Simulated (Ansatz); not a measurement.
## EuO: geometry relaxation (part 1 of 3)

- system: EuO (2 atoms in the cell)
- method: DFT PBE, scalar-relativistic, plane waves, PAW, spin-polarised (Ansatz 0.2.0)

The structure was built on a prototype by a generator; it need not be a known phase. Figures and captions count atoms from 1; the log counts them from 0 in places.

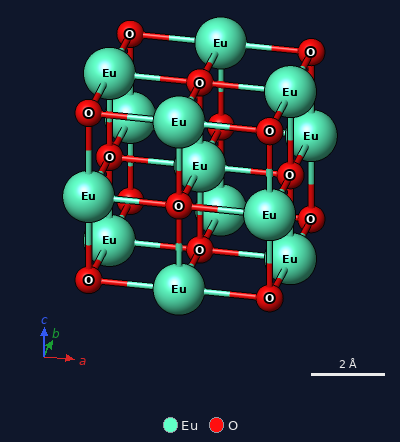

Figure 1. The input geometry (ball-and-stick view of the cell 4 times as large as that of the calculation, set on its symmetry axes, seen at an oblique angle).

**The input**
```yaml
crystal:
  lattice:
    - [0.0, 2.5719519658, 2.5719519658]
    - [2.5719519658, 0.0, 2.5719519658]
    - [2.5719519658, 2.5719519658, 0.0]
  atoms:
    - { symbol: Eu, position: [0.5, 0.5, 0.5], spin: 7.28 }
    - { symbol: O, position: [0.0, 0.0, 0.0] }
basis:
  ecutwfc: 420
kpoints:
  mp_grid: { grid: [14, 14, 14] }
hamiltonian:
  xc: pbe
scf:
  occupations: { method: gaussian, width: 0.1 }
output:
  forces: true
  stress: true
  eigenvalues: true
  populations: true
  write_density: true
  write_potential: true
  elf: true
  volumetric_format: npy
magnetization:
  spin_polarized: true
relax:
  adjacent_minimum: "off"
  f_tol: 0.005
  max_steps: 80
  cell: { stress_tol: 0.05 }
```

Run on 4 threads of Intel Xeon @ 2.50GHz (Skylake/Cascade Lake), 189 GiB of memory available, shared host.

Launch command:
```bash
ansatz run input.yaml --threads 4 --pin off --max-ram 10240MiB --backend cpu --events-out ev --progress --plain --runs-dir out
```

**Log**
```
Warning: where an SCF of this run starts from atoms to list the orders of its open shells, Eu (site 0, from 0) starts with 6.32 μB on its 4f shell and 0.68 μB on its 5d shell, in the place of the 7.28 μB that the deck gives it: its open shells can hold no more by Hund's first rule. To start from spheres of the given moment, type scf.initial_density.shell_occupations: []
Eu: projections on atomic orbitals take those of the free atom [Kr 4d10] 4f7 5s2 5p6 5d0 6s2, of charge +0.00 (hamiltonian.pseudopotentials.projection_atoms); the dataset's partial waves leave at most 1.0e-3 of an orbital's norm unspanned inside its sphere
Engine: ansatz 0.2.0, x86_64-unknown-linux-gnu
Pseudopotentials: kind: paw
Pseudopotential: Eu, paw, valence charge 17, recommended cutoff 420 eV (normal), Eu.paw.azcp
Pseudopotential: O, paw, valence charge 6, recommended cutoff 420 eV (normal), O.paw.azcp
Functional definition: PBE
  parameter kappa = 0.804
  parameter beta = 0.06672455060314922
  exchange = pbe_x(kappa = kappa, mu = beta*pi^2/3)
  correlation = pbe_c(beta = beta)
Crystal: 2 atoms, lattice volume = 34.027 Å³
Basis set: ecut = 420 eV, 645 PW (Γ), exchange–correlation on 50×50×50 points (8 copies of the dense FFT grid, shifted against one another)
Bands: 20, of which v1, the nominal top of the filled ones, is band 12 counted from 1 (11 counted from 0)
Symmetry: 48 space group operations
Space group: Fm-3m (ITA 225), of the structure as read, at distance tolerance 3.2e-5 Å
Magnetic group: BNS 225.116 (UNI 1618), of the structure as read, at distance tolerance 3.2e-5 Å
k-points: 104 of 2744
Non-local potential: Eu, projectors of the file, l = 0: 3, l = 1: 2, l = 2: 2, l = 3: 3
Non-local potential: O, projectors of the file, l = 0: 2, l = 1: 2, l = 2: 1
PAW form: soft (Blöchl's): semilocal exchange-correlation on the pseudo side does not see the compensation charge
PAW one-centre angular grid: Eu, 590 points (default); XC on 64 Gauss nodes
PAW one-centre angular grid: O, 110 points (default); XC on 64 Gauss nodes
Initial density: superposition of atomic densities (chi_scale 0.1, normalization cell)
Starting moments: Σ|m| = 7.28 μB on 1 of 2 sites
Initial wavefunctions: pseudopotential atomic-orbital guess
Functional: x = pbe(κ = 0.804, μ = 0.2195149727645171), c = pbe(β = 0.06672455060314922)
SCF iter   1: F=—  HF=-9337.659383 eV  |F-HF|=—  |Δ(HF+E_count)|=         —  Δρ=6.62e-2 (↑6.41e-2 ↓6.62e-2)  dr2=5.91e0  dr2_m=2.25e-1  M=6.814 μB ∫|m|=6.882 μB  β_m=0.30  ethr=3.10e-3  ⟨swp⟩=5.3  Hψ=16648  notcnv=0
Mixer restart at iter 1: flushing history
preconditioner: auto → Kerker (q_TF=auto, 2.556 Å⁻¹)  [metal: Δε(μ)=0.008 eV  Ē_g=13.793 eV  σ=0.100 eV  W_gap=0.04  n_scr=14 (ndim 8)  ℏωp=29.2 eV  f_vac=0.000  D(μ)=5.06/eV (n_scr^D=64)]
spin=Collinear: Kerker preconditioning applied to the charge; magnetization (m = ρ↑ − ρ↓) channel mixes plain (no charge-response kernel on spin).
SCF iter   2: F=—  HF=-9336.716519 eV  |F-HF|=—  |Δ(HF+E_count)|=   9.43e-1  Δρ=3.28e-2 (↑3.28e-2 ↓3.27e-2)  dr2=1.44e0  dr2_m=1.23e-1  M=6.807 μB ∫|m|=6.910 μB  β_m=0.43  ethr=3.10e-3  ⟨swp⟩=2.1  Hψ=8977  notcnv=0  defer=238
SCF iter   3: F=—  HF=-9336.702754 eV  |F-HF|=—  |Δ(HF+E_count)|=   1.38e-2  Δρ=2.01e-2 (↑2.01e-2 ↓1.42e-2)  dr2=1.82e-1  dr2_m=3.34e-2  M=6.829 μB ∫|m|=6.975 μB  β_m=0.71  ethr=3.10e-3  ⟨swp⟩=2.7  Hψ=8179  notcnv=0  defer=248
SCF iter   4: F=—  HF=-9336.955500 eV  |F-HF|=—  |Δ(HF+E_count)|=         —  Δρ=9.76e-3 (↑9.76e-3 ↓4.28e-3)  dr2=5.64e-2  dr2_m=4.77e-3  M=6.927 μB ∫|m|=7.100 μB  β_m=0.71  ethr=7.92e-4  ⟨swp⟩=2.9  Hψ=8541  notcnv=0  defer=248
Mixer restart at iter 4: flushing history
SCF iter   5: F=—  HF=-9336.987476 eV  |F-HF|=—  |Δ(HF+E_count)|=   3.20e-2  Δρ=4.53e-3 (↑4.53e-3 ↓2.42e-3)  dr2=1.68e-2  dr2_m=7.15e-4  M=6.940 μB ∫|m|=7.120 μB  β_m=0.86  ethr=2.45e-4  ⟨swp⟩=2.9  Hψ=8602  notcnv=0  defer=260
SCF iter   6: F=—  HF=-9337.006073 eV  |F-HF|=—  |Δ(HF+E_count)|=   1.86e-2  Δρ=4.39e-3 (↑4.39e-3 ↓1.45e-3)  dr2=1.02e-2  dr2_m=1.18e-3  M=6.966 μB ∫|m|=7.154 μB  β_m=0.79  ethr=7.32e-5  ⟨swp⟩=2.2  Hψ=7415  notcnv=0  defer=260
SCF iter   7: F=—  HF=-9337.009105 eV  |F-HF|=—  |Δ(HF+E_count)|=   3.03e-3  Δρ=1.53e-3 (↑1.53e-3 ↓8.28e-4)  dr2=8.25e-4  dr2_m=1.27e-4  M=6.975 μB ∫|m|=7.164 μB  β_m=0.70  ethr=4.43e-5  ⟨swp⟩=2.0  Hψ=7955  notcnv=0  defer=260
SCF iter   8: F=—  HF=-9337.009234 eV  |F-HF|=—  |Δ(HF+E_count)|=   1.29e-4  Δρ=4.60e-4 (↑4.60e-4 ↓4.18e-4)  dr2=1.90e-4  dr2_m=5.37e-6  M=6.976 μB ∫|m|=7.167 μB  β_m=0.85  ethr=3.58e-6  ⟨swp⟩=2.3  Hψ=7169  notcnv=0  defer=260
SCF iter   9: F=—  HF=-9337.009402 eV  |F-HF|=—  |Δ(HF+E_count)|=   1.68e-4  Δρ=1.02e-4 (↑1.02e-4 ↓9.87e-5)  dr2=1.17e-5  dr2_m=2.77e-7  M=6.976 μB ∫|m|=7.167 μB  β_m=0.93  ethr=8.27e-7  ⟨swp⟩=2.4  Hψ=6108  notcnv=0  defer=260
SCF iter  10: F=—  HF=-9337.010613 eV  |F-HF|=—  |Δ(HF+E_count)|=   1.21e-3  Δρ=4.99e-5 (↑4.99e-5 ↓1.58e-5)  dr2=7.29e-7  dr2_m=2.00e-7  M=6.976 μB ∫|m|=7.168 μB  β_m=0.96  ethr=5.08e-8  ⟨swp⟩=2.4  Hψ=6096  notcnv=0  defer=260
SCF iter  11: F=—  HF=-9337.010615 eV  |F-HF|=—  |Δ(HF+E_count)|=   1.19e-6  Δρ=1.10e-5 (↑1.10e-5 ↓2.67e-6)  dr2=3.41e-8  dr2_m=9.07e-9  M=6.976 μB ∫|m|=7.168 μB  β_m=0.98  ethr=3.17e-9  ⟨swp⟩=2.0  Hψ=6570  notcnv=0  defer=260
SCF iter  12: F=-9337.010615 eV  HF=-9337.010615 eV  |F-HF|=2.62e-9  |Δ(HF+E_count)|=   5.11e-8  Δρ=3.44e-6 (↑3.44e-6 ↓1.11e-6)  dr2=4.30e-9  dr2_m=9.56e-10  M=6.976 μB ∫|m|=7.168 μB  ethr=1.48e-10  ⟨swp⟩=12.0  Hψ=27805  notcnv=0
SCF 1 converged in 12 iterations: F = -9337.010615 eV  dr2 = 4.30e-9
  greatest PAW one-centre occupation: 1.000 electrons in one spin orbital (limit 2), on the Eu atom at site 0 (counted from 0), in its partial waves of l = 0
relax step   1: F+E_penalty+E_count = -9337.01061466 eV  Δ(F+E_penalty+E_count) = +0.000e0 eV  max|allowed force component| = 1.670e-29 eV/Å  Δτ_max = 0.0000 Å  P = -4.130 GPa  Ω = 34.027 Å³  (12 SCF iters, dr2 threshold 1.00e-7 eV, accepted)
Crystal: 2 atoms, lattice volume = 31.141 Å³
Basis set: ecut = 420 eV, 609 PW (Γ), exchange–correlation on 50×50×50 points (8 copies of the dense FFT grid, shifted against one another)
Initial density: handed on by an earlier stage of this run
Starting moments: Σ|m| = 7.28 μB on 1 of 2 sites; this step starts from the density that it was given
Initial wavefunctions: those handed on with the density
iter 1 solved again at ethr=4.55e-5 eV; its pass at ethr=3.10e-3 eV (dr2=1.05e-2 eV) is discarded
SCF iter   1: F=—  HF=-9336.962974 eV  |F-HF|=—  |Δ(HF+E_count)|=         —  Δρ=1.57e-2 (↑1.26e-2 ↓1.57e-2)  dr2=1.08e-2  dr2_m=5.46e-2  M=6.955 μB ∫|m|=7.153 μB  β_m=0.30  ethr=4.55e-5  ⟨swp⟩=1.4  Hψ=23349  notcnv=0
preconditioner: auto → Kerker (q_TF=auto, 2.594 Å⁻¹)  [metal: Δε(μ)=0.016 eV  Ē_g=13.331 eV  σ=0.100 eV  W_gap=0.09  n_scr=14 (ndim 8)  ℏωp=30.5 eV  f_vac=0.000  D(μ)=1.15/eV (n_scr^D=14)]
spin=Collinear: Kerker preconditioning applied to the charge; magnetization (m = ρ↑ − ρ↓) channel mixes plain (no charge-response kernel on spin).
SCF iter   2: F=—  HF=-9336.989280 eV  |F-HF|=—  |Δ(HF+E_count)|=   2.63e-2  Δρ=1.15e-2 (↑1.00e-2 ↓1.15e-2)  dr2=4.68e-3  dr2_m=3.21e-2  M=6.950 μB ∫|m|=7.147 μB  β_m=0.65  ethr=4.55e-5  ⟨swp⟩=2.5  Hψ=7631  notcnv=0
SCF iter   3: F=—  HF=-9337.021064 eV  |F-HF|=—  |Δ(HF+E_count)|=   3.18e-2  Δρ=2.16e-3 (↑2.16e-3 ↓1.64e-3)  dr2=2.94e-3  dr2_m=2.82e-4  M=6.932 μB ∫|m|=7.122 μB  β_m=0.57  ethr=2.04e-5  ⟨swp⟩=2.0  Hψ=8252  notcnv=0
SCF iter   4: F=—  HF=-9337.021494 eV  |F-HF|=—  |Δ(HF+E_count)|=   4.30e-4  Δρ=7.00e-4 (↑7.00e-4 ↓5.52e-4)  dr2=3.61e-4  dr2_m=2.92e-5  M=6.931 μB ∫|m|=7.120 μB  β_m=0.78  ethr=1.28e-5  ⟨swp⟩=2.0  Hψ=6845  notcnv=0  defer=4
SCF iter   5: F=—  HF=-9337.021785 eV  |F-HF|=—  |Δ(HF+E_count)|=   2.92e-4  Δρ=2.54e-4 (↑2.54e-4 ↓1.53e-4)  dr2=3.51e-5  dr2_m=3.84e-6  M=6.928 μB ∫|m|=7.116 μB  β_m=0.89  ethr=1.57e-6  ⟨swp⟩=2.1  Hψ=7037  notcnv=0  defer=4
SCF iter   6: F=—  HF=-9337.021805 eV  |F-HF|=—  |Δ(HF+E_count)|=   2.01e-5  Δρ=5.66e-5 (↑5.66e-5 ↓4.45e-5)  dr2=2.40e-6  dr2_m=6.23e-8  M=6.928 μB ∫|m|=7.116 μB  β_m=0.94  ethr=1.52e-7  ⟨swp⟩=2.0  Hψ=6545  notcnv=0  defer=4
SCF iter   7: F=—  HF=-9337.021806 eV  |F-HF|=—  |Δ(HF+E_count)|=   2.75e-7  Δρ=1.77e-5 (↑1.51e-5 ↓1.77e-5)  dr2=3.36e-7  dr2_m=2.15e-9  M=6.928 μB ∫|m|=7.116 μB  β_m=0.97  ethr=1.04e-8  ⟨swp⟩=2.4  Hψ=6575  notcnv=0  defer=4
SCF iter   8: F=-9337.021806 eV  HF=-9337.021806 eV  |F-HF|=5.39e-8  |Δ(HF+E_count)|=   1.03e-7  Δρ=1.46e-5 (↑1.46e-5 ↓5.75e-6)  dr2=6.32e-8  dr2_m=1.21e-8  M=6.928 μB ∫|m|=7.116 μB  ethr=8.70e-10  ⟨swp⟩=8.6  Hψ=26880  notcnv=0
SCF 2 converged in 8 iterations: F = -9337.021806 eV  dr2 = 6.32e-8
relax step   2: F+E_penalty+E_count = -9337.02180576 eV  Δ(F+E_penalty+E_count) = -1.119e-2 eV  max|allowed force component| = 1.223e-29 eV/Å  Δτ_max = 0.0000 Å  P = +4.521 GPa  Ω = 31.141 Å³  energy of the carried Pulay correction = +8.197e-3 eV  (8 SCF iters, dr2 threshold 2.00e-7 eV, accepted)
Crystal: 2 atoms, lattice volume = 32.585 Å³
iter 1 solved again at ethr=1.71e-5 eV; its pass at ethr=3.10e-3 eV (dr2=3.94e-3 eV) is discarded
SCF iter   1: F=—  HF=-9337.019449 eV  |F-HF|=—  |Δ(HF+E_count)|=         —  Δρ=8.17e-3 (↑6.33e-3 ↓8.17e-3)  dr2=3.81e-3  dr2_m=1.48e-2  M=6.936 μB ∫|m|=7.120 μB  β_m=0.30  ethr=1.71e-5  ⟨swp⟩=1.1  Hψ=24306  notcnv=0
preconditioner: auto → Kerker (q_TF=auto, 2.574 Å⁻¹)  [metal: Δε(μ)=0.020 eV  Ē_g=13.173 eV  σ=0.100 eV  W_gap=0.11  n_scr=14 (ndim 8)  ℏωp=29.8 eV  f_vac=0.000  D(μ)=1.33/eV (n_scr^D=14)]
spin=Collinear: Kerker preconditioning applied to the charge; magnetization (m = ρ↑ − ρ↓) channel mixes plain (no charge-response kernel on spin).
SCF iter   2: F=—  HF=-9337.026624 eV  |F-HF|=—  |Δ(HF+E_count)|=   7.18e-3  Δρ=5.98e-3 (↑4.98e-3 ↓5.98e-3)  dr2=1.66e-3  dr2_m=8.61e-3  M=6.938 μB ∫|m|=7.123 μB  β_m=0.64  ethr=1.65e-5  ⟨swp⟩=2.5  Hψ=7065  notcnv=0
SCF iter   3: F=—  HF=-9337.035221 eV  |F-HF|=—  |Δ(HF+E_count)|=   8.60e-3  Δρ=8.88e-4 (↑8.74e-4 ↓8.88e-4)  dr2=6.45e-4  dr2_m=8.12e-5  M=6.948 μB ∫|m|=7.136 μB  β_m=0.59  ethr=7.20e-6  ⟨swp⟩=2.3  Hψ=6589  notcnv=0
SCF iter   4: F=—  HF=-9337.035357 eV  |F-HF|=—  |Δ(HF+E_count)|=   1.36e-4  Δρ=2.80e-4 (↑2.80e-4 ↓2.68e-4)  dr2=7.01e-5  dr2_m=6.57e-6  M=6.950 μB ∫|m|=7.138 μB  β_m=0.79  ethr=2.80e-6  ⟨swp⟩=2.0  Hψ=6619  notcnv=0
SCF iter   5: F=—  HF=-9337.035386 eV  |F-HF|=—  |Δ(HF+E_count)|=   2.89e-5  Δρ=1.16e-4 (↑1.16e-4 ↓1.04e-4)  dr2=8.82e-6  dr2_m=1.10e-6  M=6.951 μB ∫|m|=7.141 μB  β_m=0.82  ethr=3.05e-7  ⟨swp⟩=2.4  Hψ=6295  notcnv=0
SCF iter   6: F=—  HF=-9337.035392 eV  |F-HF|=—  |Δ(HF+E_count)|=   6.83e-6  Δρ=2.54e-5 (↑2.54e-5 ↓2.40e-5)  dr2=4.28e-7  dr2_m=4.59e-8  M=6.952 μB ∫|m|=7.141 μB  β_m=0.91  ethr=3.84e-8  ⟨swp⟩=2.0  Hψ=6435  notcnv=0
SCF iter   7: F=—  HF=-9337.035393 eV  |F-HF|=—  |Δ(HF+E_count)|=   3.28e-7  Δρ=8.37e-6 (↑7.54e-6 ↓8.37e-6)  dr2=5.90e-8  dr2_m=6.98e-9  M=6.952 μB ∫|m|=7.141 μB  β_m=0.95  ethr=1.86e-9  ⟨swp⟩=2.2  Hψ=6334  notcnv=0
SCF iter   8: F=-9337.035393 eV  HF=-9337.035393 eV  |F-HF|=4.76e-8  |Δ(HF+E_count)|=   5.22e-8  Δρ=1.21e-5 (↑1.21e-5 ↓2.92e-6)  dr2=5.90e-8  dr2_m=8.63e-9  M=6.952 μB ∫|m|=7.142 μB  ethr=2.57e-10  ⟨swp⟩=7.2  Hψ=25400  notcnv=0
SCF 3 converged in 8 iterations: F = -9337.035393 eV  dr2 = 5.90e-8
relax step   3: F+E_penalty+E_count = -9337.03539269 eV  Δ(F+E_penalty+E_count) = -1.359e-2 eV  max|allowed force component| = 6.521e-29 eV/Å  Δτ_max = 0.0000 Å  P = -0.347 GPa  Ω = 32.585 Å³  energy of the carried Pulay correction = +4.006e-3 eV  (8 SCF iters, dr2 threshold 2.00e-7 eV, accepted)
Crystal: 2 atoms, lattice volume = 32.478 Å³
iter 1 solved again at ethr=6.05e-8 eV; its pass at ethr=3.10e-3 eV (dr2=1.39e-5 eV) is discarded
```
